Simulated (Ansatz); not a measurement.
Si63Se: several calculations on one system

### Relaxation

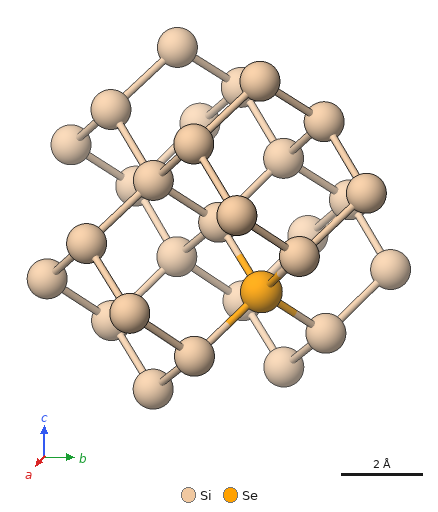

This is the input geometry for a relaxation of a defect cell of composition Si63Se (cell charge +1). The picture is a ball-and-stick view of the atoms within 5.0 Å of the atom that moves most (axes of the cell of the calculation (origin shifted)), seen slightly off an axis.

Computed with DFT, PBEsol, PAW, plane waves in Ansatz.

Settings: plane-wave cutoff 420 eV; k-point mesh 1 × 1 × 1; mesh shifted by (0.25, 0.25, 0.25); collinear spin; atoms relaxed in a fixed cell; force threshold 0.03 eV/Å; at most 80 steps.

```
CELL_PARAMETERS angstrom
10.86558 0.00000 0.00000
0.00000 10.86558 0.00000
0.00000 0.00000 10.86558
ATOMIC_POSITIONS crystal
Si 0.99956 0.00257 0.99852
Si 0.99824 0.00007 0.49664
Si 0.99825 0.50176 0.00088
Si 0.00349 0.50197 0.49846
Si 0.49804 0.00025 0.00024
Si 0.50032 0.00224 0.49979
Si 0.49919 0.50114 0.99929
Si 0.12843 0.12471 0.12723
Si 0.12722 0.12594 0.62644
Si 0.12466 0.62444 0.12618
Si 0.12444 0.62660 0.62377
Si 0.62460 0.12517 0.12574
Si 0.62472 0.12274 0.62477
Si 0.62528 0.62500 0.12734
Si 0.62289 0.62153 0.62406
Si 0.24965 0.25132 0.99668
Si 0.25017 0.25005 0.49964
Si 0.25213 0.74759 0.99986
Si 0.25004 0.75151 0.49977
Si 0.75434 0.24760 0.00064
Si 0.74912 0.25210 0.50070
Si 0.74808 0.75107 0.00149
Si 0.75225 0.75007 0.50302
Si 0.36974 0.37464 0.12761
Si 0.37485 0.37622 0.62299
Si 0.37490 0.87455 0.12729
Si 0.37446 0.87438 0.62231
Si 0.87349 0.37661 0.12408
Si 0.87305 0.37530 0.62523
Si 0.87284 0.87512 0.12420
Si 0.87550 0.87358 0.62620
Si 0.25011 0.00092 0.25091
Si 0.24701 0.00118 0.74940
Si 0.24955 0.50093 0.25273
Si 0.24743 0.49988 0.74781
Si 0.74910 0.00453 0.24929
Si 0.74656 0.99998 0.74680
Si 0.75158 0.50147 0.25128
Si 0.74914 0.50333 0.74813
Si 0.37565 0.12519 0.37436
Si 0.37422 0.12351 0.87523
Si 0.37571 0.62797 0.37496
Si 0.37522 0.62381 0.87718
Si 0.87819 0.12471 0.37590
Si 0.87397 0.12544 0.87711
Si 0.87512 0.62360 0.37446
Si 0.87677 0.62418 0.87354
Si 0.00269 0.25321 0.24891
Si 0.99781 0.24748 0.74820
Si 0.99950 0.75394 0.25122
Si 0.00053 0.75421 0.75088
Si 0.49882 0.25054 0.25272
Si 0.50082 0.25149 0.74896
Si 0.49981 0.75218 0.24984
Si 0.49514 0.74991 0.74734
Si 0.12283 0.37649 0.36837
Si 0.12435 0.37279 0.87533
Si 0.12190 0.87066 0.37329
Si 0.12348 0.87586 0.87405
Si 0.62415 0.37564 0.37238
Si 0.62612 0.37446 0.87711
Si 0.62456 0.87135 0.37485
Si 0.62281 0.87517 0.87221
Se 0.49939 0.50449 0.49937
```

Q: What does the optimiser find from here?

A: Si25 moves most: 0.20 Å along [−2 −2 3]. By element the largest moves are Si 0.20 Å, Se 0.05 Å. The cell doesn't change. Near-neighbour distances that change, for instance: Si15–Se64 2.292 → 2.485 Å, Si42–Se64 2.331 → 2.524 Å, Si25–Se64 2.362 → 2.531 Å, Si60–Se64 2.388 → 2.522 Å. Bond angles that change, for instance: Si17–Si25–Se64 110.5° → 104.4°, Si25–Si35–Si57 109.6° → 104.3°, Si9–Si17–Si25 109.2° → 104.1°. The energy falls by 1.171 eV per cell of the calculation in 4 geometry steps. The largest force component goes from 1.7 to 0.018 eV/Å. Cost: 8.8 s on 1 × NVIDIA GB300 Max-Q with 8 threads of Arm Neoverse-V2, peak memory 2 GiB.

After the run, drawn alike:

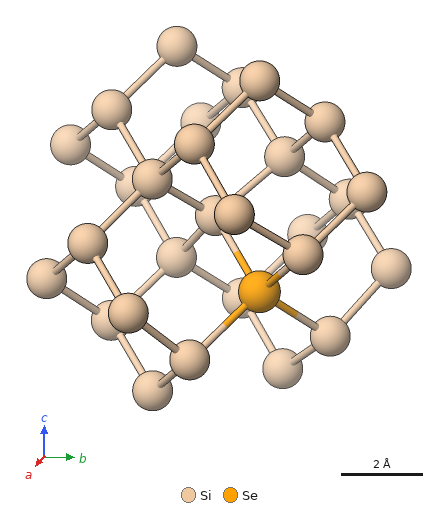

Limits of the set-up: the cell is charged, on a uniform background, and energies carry no finite-size correction.

### Relaxation

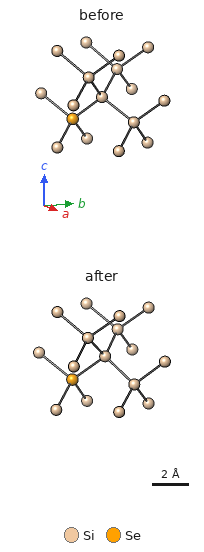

The structure of a defect cell of composition Si63Se (cell charge +2) before (top) and after (bottom) a relaxation, at one scale.

Style: ball-and-stick. Shown: the atoms within 4.2 Å of the atom that moves most (axes of the cell of the calculation (origin shifted)), slightly off an axis.

Computed with Ansatz 0.2.0, DFT, PBEsol, PAW, plane waves. Set-up: plane-wave cutoff 420 eV; k-point mesh 1 × 1 × 1; mesh shifted by (0.25, 0.25, 0.25); no spin polarisation; atoms relaxed in a fixed cell; force threshold 0.03 eV/Å; at most 80 steps.

Q: Describe what moved and what it gained.

A: Over 3 geometry steps the energy falls by 1.139 eV per cell of the calculation. Largest force component: 1.7 eV/Å at the start, 0.011 eV/Å at the end. The atom that moves furthest is a Si atom (0.22 Å roughly along [1 1 1]). Largest moves by element: Si 0.22 Å, Se 0.04 Å. The lattice vectors keep their values. Among the contacts that change: Se–Si 2.292 → 2.493 Å, Se–Si 2.331 → 2.505 Å, Se–Si 2.362 → 2.504 Å, Se–Si 2.388 → 2.505 Å. Bond angles that change, for instance: Si–Si–Si 112.2° → 104.1°, Si–Si–Se 112.6° → 105.3°, Si–Si–Si 111.2° → 104.2°.

Limits of the set-up: the cell is charged, on a uniform background, and energies carry no finite-size correction.

### Defect

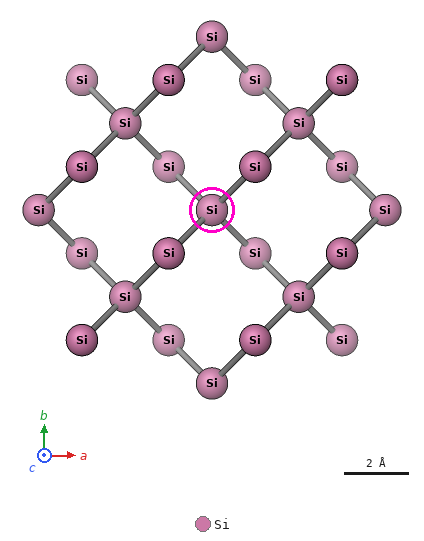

Perfect Si. A ball-and-stick model of the atoms within 6.0 Å of one point, in a slice 3.4 Å thick across the line of sight, seen along the c axis.

All numbers below come from Ansatz, DFT, PBEsol, PAW, plane waves. (plane-wave cutoff 420 eV; k-point mesh 1 × 1 × 1; mesh shifted by (0.25, 0.25, 0.25); collinear spin) Fermi-Dirac smearing of 0.01 eV. A uniform background neutralises the charged cell. The axes drawn are those of the host's conventional cell.

A silicon atom is replaced by selenium at the ringed place, in charge state +1. The supercell has 64 sites, and the atoms are relaxed at the host's cell.

Question: Predict the relaxed surroundings of the defect.

Answer: In the host the Si atom has 4 Si at 2.35 Å; the Se atom ends with 4 Si at 2.49 to 2.53 Å. Of the host's atoms, a silicon atom moves furthest from its site, by 0.18 Å. The cell's net moment is 1.00 μB.

The relaxed defect, seen from the same direction:

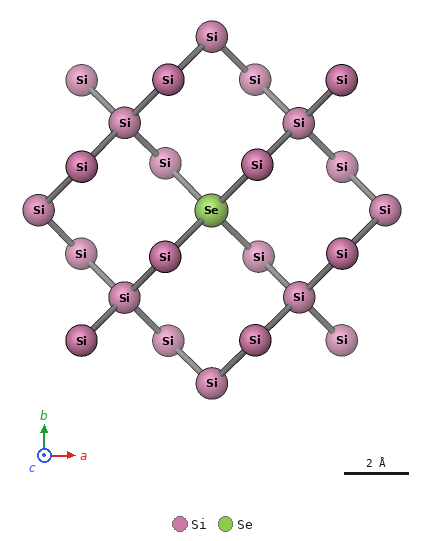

Limits of the set-up: the cell is charged, on a uniform background, and energies carry no finite-size correction.
